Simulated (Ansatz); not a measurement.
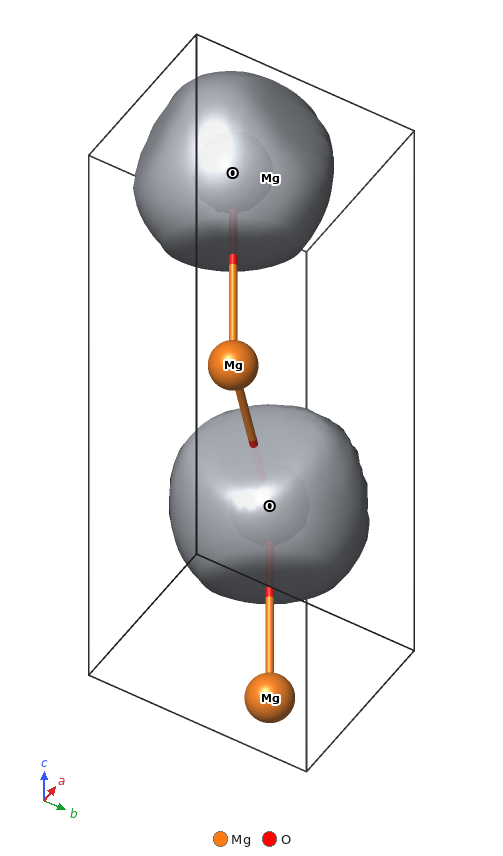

Figure. MgO. Isosurface of the electron localisation function at 0.7 (grey), seen at an oblique angle. Only the valence region is drawn (cores and ρ < 0.01 e/Å³ removed). Sticks mark near contacts.

Space group P6₃mc; started from the wurtzite prototype, which need not be the ambient phase; changed on purpose from its base cell (epitaxial xy strain -5.0%); computed pressure about 8 GPa in this cell.

All numbers below come from DFT, HSE06, plane waves, PAW in Ansatz.

Question: Identify the bonds, lone pairs and shells in this picture.

Answer: At this value the surface marks out two regions wrapped around O (the valence shell of each), counted in one cell of 4 atoms. Regions shared between cells count once.

Values along the shortest contacts:
Mg–O (1.93 Å): the ELF peaks at about 0.85 in the valence shell of O, 0.7 Å from its nucleus, and is about 0.35 at the midpoint; a largely ionic contact.
